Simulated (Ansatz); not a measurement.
## Geometry relaxation of TiAl₂ (part 2 of 2)

Continued. System: TiAl₂ (Fddd, 12 atoms in the cell). Method: DFT r2SCAN, scalar-relativistic, plane waves, PAW, no spin polarisation (Ansatz 0.2.0); cutoff 500 eV, 12×12×12 k-mesh, Gaussian smearing of 0.1 eV. The structure derives from a Materials Project entry. It belongs to a series of runs on one base structure; here: biaxial strain in the a-b plane, c and atoms relaxed: -1.5 %.

Geometry of the input (Å; fractional positions):
```
-1.9455  1.9455  11.8956
1.9455  -1.9455  11.8956
1.9929  1.9929  -11.8956
Ti 0.6720  0.1720  0.5000
Ti 0.9220  0.9220  -0.0000
Ti 0.8280  0.3280  0.5000
Ti 0.0780  0.0780  0.0000
Al 0.4137  0.4137  -0.0000
Al 0.2500  0.2500  -0.0000
Al 0.7500  0.7500  -0.0000
Al 0.3363  0.8363  0.5000
Al 0.1637  0.6637  0.5000
Al 0.5000  1.0000  0.5000
Al -0.0000  0.5000  0.5000
Al 0.5863  0.5863  -0.0000
```

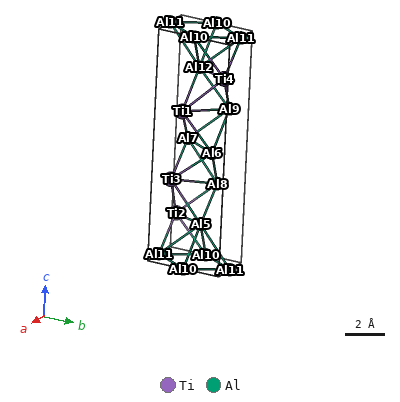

The geometry at step 3 of the log (ball-and-stick view of the reduced cell, seen slightly off an axis; atoms are numbered from 1 in the order of the input).

```
basis re-selected at this cell: Δ(F+E_penalty+E_count) = +1.164e-4 eV, ΔP = -0.000 GPa vs the last step (what re-selecting the basis moved, of the pressure what is left beyond the Pulay correction that the steps carried, after the strain that the cell walked since its last selection, with what the two solves' SCF thresholds leave and, on support functions, any second-order correction that the steps lacked; it is no measure of the basis error at this ecutwfc). This SCF's stress stands 6.78e-4 GPa from its target on what of the cell is left free (relax.cell.stress_tol is 1.50e-2 GPa) and its largest allowed force component is 1.85e-3 eV/Å (relax.f_tol is 8.00e-3 eV/Å): within both
SCF converged after 6 iterations
Free energy (F): -14346.415757 eV
Harris-Foulkes:  -14346.415757 eV  (|F-HF|=0.00e0)
Internal energy: -14346.397106 eV  (E = F + TS)
E sigma→0 (E₀):  -14346.406431 eV
Entropy (-TS):   -0.018651 eV (-1.554 meV/atom)
Fermi energy:    10.826954 eV
--- Per-component energies (eV) ---
  E_band       = -668.112680
  E_kinetic    = 1291.546710
  E_local      = -4594.395170  (includes V_loc(G=0)·N_el)
  E_nonlocal   = 112.353998
  E_hartree    = 2010.011830
  E_xc         = -672.999837
  E_vxc        = -790.159053  (∫ρ·V_xc dr)
  E_paw        = -8016.596431  (= ΣΔE_a)
  E_vpaw       = -753.714582  (= ΣTr[D̂ρ^β])
  E_aug_tail   = 0.000373  (compensation charges beyond the density's cutoff)
  E_vtau       = 46.231470  (kinetic-family band-sum trace: ∫τ·v_τ [+ j·A + Jᵃ·Aᵃ] dr)
  E_ewald      = -4474.823886
  E_core_change = -1.494693  (= ΣΔE_core)
  E_smearing   = -0.018651  (= −TS)
  E_closure    = -0.000000  (closes the sum)
  Σ components = -14346.415757   (vs F -14346.415757, Δ=0.00e0)
--- Forces (eV/Å), atoms counted from 1 ---
  atom   1  Ti     0.00000000     0.00000000     0.00104705
  atom   2  Ti     0.00000000     0.00000000     0.00104705
  atom   3  Ti     0.00000000     0.00000000    -0.00104705
  atom   4  Ti     0.00000000     0.00000000    -0.00104705
  atom   5  Al    -0.00000000     0.00000000     0.00184595
  atom   6  Al     0.00000000     0.00000000    -0.00147022
  atom   7  Al    -0.00000000     0.00000000     0.00147022
  atom   8  Al    -0.00000000     0.00000000    -0.00184595
  atom   9  Al     0.00000000     0.00000000     0.00184595
  atom  10  Al     0.00000000     0.00000000     0.00147022
  atom  11  Al    -0.00000000     0.00000000    -0.00147022
  atom  12  Al     0.00000000     0.00000000    -0.00184595
  max |Σ_I F_I| component: 1.08e-18 eV/Å
--- Stress (GPa, compression-positive) ---
        2.439663      -2.440342       0.000000
       -2.440342       2.439663       0.000000
        0.000000       0.000000       4.194953
  P = ⅓ Tr σ = 3.0248 GPa (30.248 kbar)
--- Band table (eV; the first three rows and the last of 280) ---
  k-point 0: bands = ["-48.2734", "-48.2722", "-48.2400", "-48.2389", "-23.5808", "-23.5808", "-23.5496", "-23.5458", "-23.5449", "-23.5307", "-23.5298", "-23.5281", "-23.4159", "-23.4159", "-23.3909", "-23.3687", "-0.0622", "0.6631", "1.6672", "4.3600", "4.3778", "7.7533", "8.2016", "8.2963", "8.5880", "8.6874", "8.7337", "8.8247", "8.9920", "9.1613", "9.2210", "9.9782", "9.9899", "10.0185", "10.0306", "10.2908", "10.9791", "11.1449", "11.4035", "11.4673", "11.8421", "11.9453", "12.0173", "12.0238", "12.0612", "12.3865", "12.7648", "14.0692"]
  k-point 1: bands = ["-48.2727", "-48.2715", "-48.2405", "-48.2394", "-23.5818", "-23.5817", "-23.5502", "-23.5479", "-23.5469", "-23.5331", "-23.5326", "-23.5295", "-23.4155", "-23.4147", "-23.3896", "-23.3682", "0.0797", "0.7938", "1.8070", "4.4511", "4.5087", "7.5343", "7.5771", "7.6248", "8.1109", "8.4938", "8.8011", "8.9096", "8.9442", "9.0507", "9.4927", "9.8969", "9.9685", "10.0348", "10.1511", "10.6639", "10.7853", "11.0703", "11.6090", "11.6332", "11.7722", "11.7802", "12.1058", "12.1559", "12.4607", "12.6053", "12.8328", "13.6190"]
  k-point 2: bands = ["-48.2706", "-48.2696", "-48.2418", "-48.2407", "-23.5841", "-23.5840", "-23.5536", "-23.5522", "-23.5519", "-23.5397", "-23.5392", "-23.5338", "-23.4141", "-23.4112", "-23.3869", "-23.3671", "0.4989", "1.1817", "2.2149", "4.7140", "4.8861", "6.7521", "6.8358", "6.8526", "7.1975", "8.3250", "8.5254", "8.5526", "8.6241", "8.7718", "9.4278", "9.7124", "9.7348", "9.9520", "10.4518", "10.8746", "11.0467", "11.2057", "11.6972", "11.7202", "11.8241", "12.0485", "12.2997", "12.5808", "12.6209", "12.7986", "12.9526", "13.0791"]
  k-point 279: bands = ["-48.2728", "-48.2728", "-48.2395", "-48.2395", "-23.5808", "-23.5808", "-23.5453", "-23.5453", "-23.5396", "-23.5396", "-23.5303", "-23.5303", "-23.4159", "-23.4159", "-23.3790", "-23.3790", "0.1954", "0.1954", "2.6399", "2.6399", "6.3436", "6.3436", "8.4114", "8.4114", "8.6568", "8.6568", "8.7527", "8.7527", "8.8784", "8.8784", "9.9103", "9.9103", "9.9810", "9.9810", "10.0280", "10.0280", "11.0530", "11.0530", "11.6302", "11.6302", "11.7976", "11.7976", "11.9563", "11.9563", "12.2467", "12.2467", "13.5327", "13.5327"]
--- Relaxed structure (3 steps of the walk, 3 accepted, 1 SCFs on fresh bases) ---
  F+E_penalty+E_count = -14346.41575689 eV   max|allowed force component| = 1.846e-3 eV/Å   (the final SCF, on the basis selected at the relaxed cell)
  cell:  # Å, volume = 183.9896 Å³
    - [-1.9454668375, 1.9454668375, 11.8955823836]
    - [1.9454668375, -1.9454668375, 11.8955823836]
    - [1.9875762355799982, 1.9875762355799982, -11.8955823836]
  atoms:
    - { symbol: Ti, position: [0.671836854279086, 0.17183685427908615, 0.5] }
    - { symbol: Ti, position: [0.9218368542790861, 0.9218368542790861, 1.014990112654095e-18] }
    - { symbol: Ti, position: [0.8281631457209139, 0.328163145720914, 0.5] }
    - { symbol: Ti, position: [0.07816314572091389, 0.07816314572091389, 8.797587216105734e-20] }
    - { symbol: Al, position: [0.41384940560518174, 0.41384940560518174, 4.585387878915106e-19] }
    - { symbol: Al, position: [0.24990826800170277, 0.24990826800170277, 2.7462457351720224e-19] }
    - { symbol: Al, position: [0.7500917319982975, 0.7500917319982975, 8.283414112979504e-19] }
    - { symbol: Al, position: [0.3361505943948184, 0.8361505943948184, 0.5000000000000001] }
    - { symbol: Al, position: [0.1638494056051817, 0.6638494056051816, 0.5] }
    - { symbol: Al, position: [0.5000917319982974, 1.0000917319982972, 0.5000000000000001] }
    - { symbol: Al, position: [-9.173199829727256e-5, 0.49990826800170285, 0.5000000000000001] }
    - { symbol: Al, position: [0.5861505943948183, 0.5861505943948183, 6.444271969236416e-19] }
```

**Trajectory as extended XYZ (Å, eV, eV/Å), 4 frames, from step=1 to step=4**
```
12
Lattice="-1.9455 1.9455 11.8956 1.9455 -1.9455 11.8956 1.9929 1.9929 -11.8956" Properties=species:S:1:pos:R:3:forces:R:3 step=1 energy=-14346.41419 pressure_GPa=2.73
Ti    0.0237    1.9692    4.0915    0.0000   0.0000  -0.0366
Ti    0.0000    0.0000   21.9349    0.0000   0.0000  -0.0366
Ti    0.0237    1.9692    7.8041    0.0000   0.0000   0.0366
Ti    0.0000    0.0000    1.8563    0.0000   0.0000   0.0366
Al    0.0000    0.0000    9.8421    0.0000   0.0000   0.0316
Al    0.0000    0.0000    5.9475    0.0000   0.0000  -0.0189
Al    0.0000    0.0000   17.8437    0.0000   0.0000   0.0189
Al    1.9692    0.0237    8.0013    0.0000   0.0000  -0.0316
Al    1.9692    0.0237    3.8943    0.0000   0.0000   0.0316
Al    1.9692    0.0237   11.8959    0.0000   0.0000   0.0189
Al    1.9692    0.0237   -0.0003    0.0000   0.0000  -0.0189
Al    0.0000    0.0000   13.9491    0.0000   0.0000  -0.0316
12
Lattice="-1.9455 1.9455 11.8956 1.9455 -1.9455 11.8956 1.9840 1.9840 -11.8956" Properties=species:S:1:pos:R:3:forces:R:3 step=2 energy=-14346.41518 pressure_GPa=3.23
Ti    0.0193    1.9648    4.0849    0.0000   0.0000   0.0463
Ti    0.0000    0.0000   21.9282    0.0000   0.0000   0.0463
Ti    0.0193    1.9648    7.8107    0.0000   0.0000  -0.0463
Ti    0.0000    0.0000    1.8629    0.0000   0.0000  -0.0463
Al    0.0000    0.0000    9.8466    0.0000   0.0000   0.0039
Al    0.0000    0.0000    5.9451    0.0000   0.0000   0.0023
Al    0.0000    0.0000   17.8461    0.0000   0.0000  -0.0023
Al    1.9648    0.0193    7.9968    0.0000   0.0000  -0.0039
Al    1.9648    0.0193    3.8988    0.0000   0.0000   0.0039
Al    1.9648    0.0193   11.8983    0.0000   0.0000  -0.0023
Al    1.9648    0.0193   -0.0027    0.0000   0.0000   0.0023
Al    0.0000    0.0000   13.9446    0.0000   0.0000  -0.0039
12
Lattice="-1.9455 1.9455 11.8956 1.9455 -1.9455 11.8956 1.9876 1.9876 -11.8956" Properties=species:S:1:pos:R:3:forces:R:3 step=3 energy=-14346.41587 pressure_GPa=3.03
Ti    0.0211    1.9665    4.0882    0.0000   0.0000   0.0013
Ti    0.0000    0.0000   21.9316    0.0000   0.0000   0.0013
Ti    0.0211    1.9665    7.8074    0.0000   0.0000  -0.0013
Ti    0.0000    0.0000    1.8596    0.0000   0.0000  -0.0013
Al    0.0000    0.0000    9.8460    0.0000   0.0000   0.0019
Al    0.0000    0.0000    5.9456    0.0000   0.0000  -0.0014
Al    0.0000    0.0000   17.8456    0.0000   0.0000   0.0014
Al    1.9665    0.0211    7.9974    0.0000   0.0000  -0.0019
Al    1.9665    0.0211    3.8982    0.0000   0.0000   0.0019
Al    1.9665    0.0211   11.8978    0.0000   0.0000   0.0014
Al    1.9665    0.0211   -0.0022    0.0000   0.0000  -0.0014
Al    0.0000    0.0000   13.9452    0.0000   0.0000  -0.0019
12
Lattice="-1.9455 1.9455 11.8956 1.9455 -1.9455 11.8956 1.9876 1.9876 -11.8956" Properties=species:S:1:pos:R:3:forces:R:3 step=4 energy=-14346.41576 pressure_GPa=3.02
Ti    0.0211    1.9665    4.0882    0.0000   0.0000   0.0010
Ti    0.0000    0.0000   21.9316    0.0000   0.0000   0.0010
Ti    0.0211    1.9665    7.8074    0.0000   0.0000  -0.0010
Ti    0.0000    0.0000    1.8596    0.0000   0.0000  -0.0010
Al    0.0000    0.0000    9.8460    0.0000   0.0000   0.0018
Al    0.0000    0.0000    5.9456    0.0000   0.0000  -0.0015
Al    0.0000    0.0000   17.8456    0.0000   0.0000   0.0015
Al    1.9665    0.0211    7.9974    0.0000   0.0000  -0.0018
Al    1.9665    0.0211    3.8982    0.0000   0.0000   0.0018
Al    1.9665    0.0211   11.8978    0.0000   0.0000   0.0015
Al    1.9665    0.0211   -0.0022    0.0000   0.0000  -0.0015
Al    0.0000    0.0000   13.9452    0.0000   0.0000  -0.0018
```

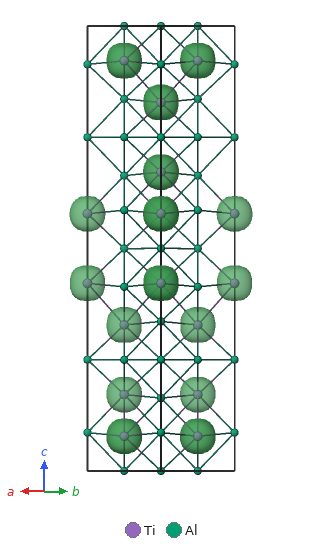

Isosurface of the valence pseudo-density at 0.4 e/Å³ (green), seen along [110]. Sticks mark near contacts. The outline is the cell set on symmetry axes. At this value the density breaks into separate islands; it holds about 50 % of the electrons treated as valence (semicore included). It is pinched off along the Al–Al (2.70 Å), Ti–Al (2.71 Å), Ti–Ti (2.97 Å) and Al–Al (2.75 Å) contacts. On the grid the lowest density along these lines, outside the cores, is 0.24 e/Å³ (Al–Al, 2.70 Å), 0.24 e/Å³ (Ti–Al, 2.71 Å), 0.2 e/Å³ (Ti–Ti, 2.97 Å) and 0.24 e/Å³ (Al–Al, 2.75 Å). In a PAW calculation such maps are meaningful between the atoms, not at the nuclei.

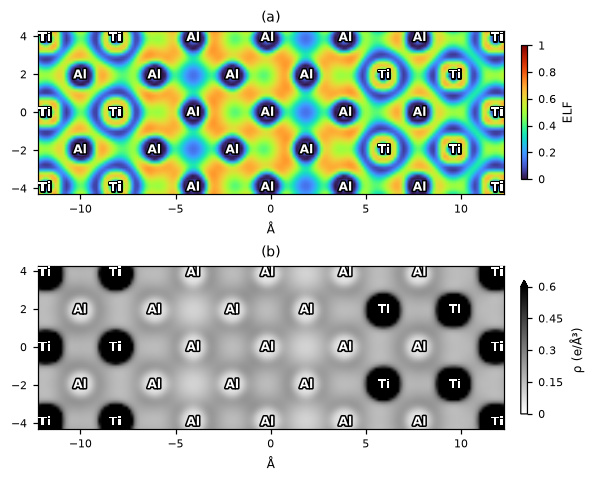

(a) electron localisation function; (b) valence electron density on the (110) plane of the conventional cell. Atoms in the plane: Ti and Al. Al–Al (2.70 Å): the density is about 0.25 e/Å³ at the midpoint; the ELF peaks at about 0.70 between the atoms. Ti–Al (2.71 Å): the density is about 0.24 e/Å³ at the midpoint; the ELF is about 0.40 at the midpoint (nearly free electrons, as in a simple metal). Al–Al (2.84 Å): ρ at the midpoint is about 0.22 e/Å³; the ELF peaks at about 0.65 between the atoms. Away from the nuclei the density in this plane falls to 0.1 e/Å³ at its lowest. The strong features right at Ti lie inside the PAW spheres (semicore, d or f shells) and say nothing about bonding.

**Summary**

- outcome: converged
- space group (tolerance 0.01 Å): Fddd (70)
- electrons treated: 72
- free energy: −14346.4158 eV
- Fermi energy: 10.827 eV
- gap on the k-point mesh: none (metallic)
- pressure: 3.02 GPa
- final volume: 183.99 Å³
- largest force (length of the vector) at the end: 0.002 eV/Å
- final cell: a = 12.210 Å, b = 12.210 Å, c = 12.223 Å, α = 161.47°, β = 161.47°, γ = 26.05°
- wall time: 7.7 min (CPU time 15 min)
- peak memory: 2.7 GiB
